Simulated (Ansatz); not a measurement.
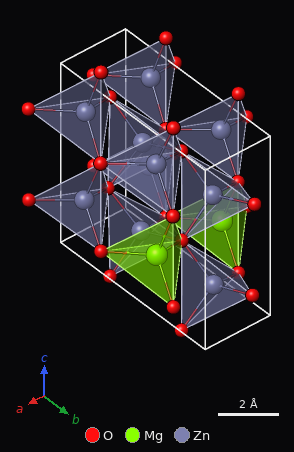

This is the input geometry for a relaxation of a crystal of MgZn7O8 (a generated structure, set up in P1) (coarse preliminary run). Style: polyhedral. Shown: the cell of the calculation, slightly off an axis.

Case: elements placed on the wurtzite lattice at random.

Level of theory: DFT r2SCAN, scalar-relativistic, plane waves, PAW (Ansatz).

Input
```yaml
crystal:
  lattice:
    - [0.0, 0.0, -5.03629448]
    - [3.10882374, 5.38464066, 0.0]
    - [3.10882376, -5.38464066, 0.0]
  atoms:
    - { symbol: O, position: [0.6274143331, 0.160072901, 0.3274252248] }
    - { symbol: O, position: [0.6174444923, 0.1708121423, 0.8397413061] }
    - { symbol: O, position: [0.6227315522, 0.6690391092, 0.338501769] }
    - { symbol: O, position: [0.6198873687, 0.6660329321, 0.8350707935] }
    - { symbol: O, position: [0.1245143621, 0.3332622572, 0.6634043175] }
    - { symbol: O, position: [0.1187734578, 0.3331392261, 0.1712357814] }
    - { symbol: O, position: [0.1188051672, 0.8307279832, 0.6652464485] }
    - { symbol: O, position: [0.1251234727, 0.8368967874, 0.1628683159] }
    - { symbol: Mg, position: [0.0015631569, 0.6669830897, 0.3291796162] }
    - { symbol: Zn, position: [0.0026439761, 0.1647579129, 0.3367324269] }
    - { symbol: Zn, position: [0.9922260919, 0.1699568358, 0.828162534] }
    - { symbol: Zn, position: [0.0005699398, 0.6614178191, 0.8330515038] }
    - { symbol: Zn, position: [0.4983672748, 0.3411132758, 0.6657690255] }
    - { symbol: Zn, position: [0.5014999447, 0.3317335987, 0.168017175] }
    - { symbol: Zn, position: [0.5017844236, 0.8269424251, 0.6646982557] }
    - { symbol: Zn, position: [0.4987916589, 0.8328773524, 0.1671356721] }
  symmetry: { detect: false }
basis:
  ecutwfc: 500
kpoints:
  mp_grid: { grid: [2, 2, 2], shift: [0.5, 0.5, 0.5] }
hamiltonian:
  xc: r2scan
scf:
  occupations: { method: gaussian, width: 0.1 }
  lower_state_search: "off"
output:
  forces: true
  stress: true
  eigenvalues: true
relax:
  adjacent_minimum: "off"
  f_tol: 0.04
  max_steps: 50
  cell: { stress_tol: 0.3 }
```

Command:
```bash
ansatz run input.yaml --threads 4 --pin off --max-ram 9216MiB --backend cpu --events-out ev --progress --plain --runs-dir out
```

### What does the optimiser find from here?

The largest move relative to the cell is that of Zn11, 0.075 Å along [2 −1 1]. By element the largest moves are Zn 0.075 Å, O 0.058 Å, Mg 0.031 Å. The drawn cell changes as follows: a 5.036 → 5.205 Å (+3.3 %), b 6.218 → 6.465 Å (+4.0 %), c 6.218 → 6.468 Å (+4.0 %), α 120.0° → 119.8°; the volume changes by +12.0 %. Near-neighbour distances that change, for instance: O4–Zn13 1.854 → 1.967 Å, O5–Zn10 1.863 → 1.976 Å, O2–Zn14 1.862 → 1.969 Å, O5–Zn12 1.874 → 1.975 Å. Among the angles between lasting bonds that change: O6–Zn11–O7 107.4° → 111.8°, O2–Zn11–O5 112.4° → 108.1°, Zn13–O1–Zn14 106.4° → 110.3°. The space group stays P1 (No. 1). The energy falls by 88.6 meV per atom in 2 accepted moves (3 points after the start). Largest force component: 0.88 eV/Å at the start, 0.032 eV/Å at the end. Pressure: 21.76 GPa at the start and 0.08 GPa at the end. The SCF was repeated once at an unchanged geometry on a basis and grid sized afresh for the cell, which shifted the energy by 1.0 meV per atom at most. The run took 17 s on 4 threads of Intel(R) Xeon(R) 6975P-C (Granite Rapids), on a shared host, peak memory 1 GiB.

The structure at the end:

```
O Mg Zn
1.0
    -0.00095    0.00244   -5.20470
     3.24064    5.59401   -0.00202
     3.24391   -5.59590    0.00319
O Mg Zn
8 1 7
Cartesian
  1.6213 -0.9354 -3.2326
  3.2411 -3.7313 -3.2315
  3.2390 1.8616 -3.2351
  4.8638 -0.9355 -3.2318
  3.2411 -1.8626 -0.6264
  1.6273 0.9392 -0.6243
  4.8524 0.9384 -0.6237
  3.2396 3.7193 -0.6248
  3.2388 1.8605 -0.0010
  1.6124 -0.9296 -0.0101
  3.2411 -3.7388 -0.0079
  4.8705 -0.9306 -0.0110
  3.2447 -1.8614 -2.6056
  1.6124 0.9336 -2.6011
  4.8587 0.9341 -2.6015
  3.2416 3.7330 -2.6008
```

The end point in the same view:

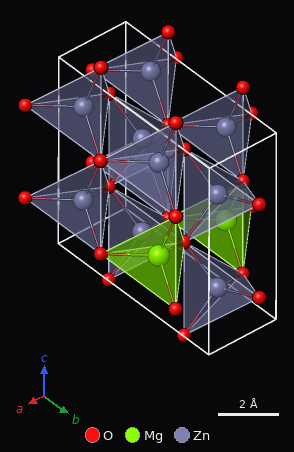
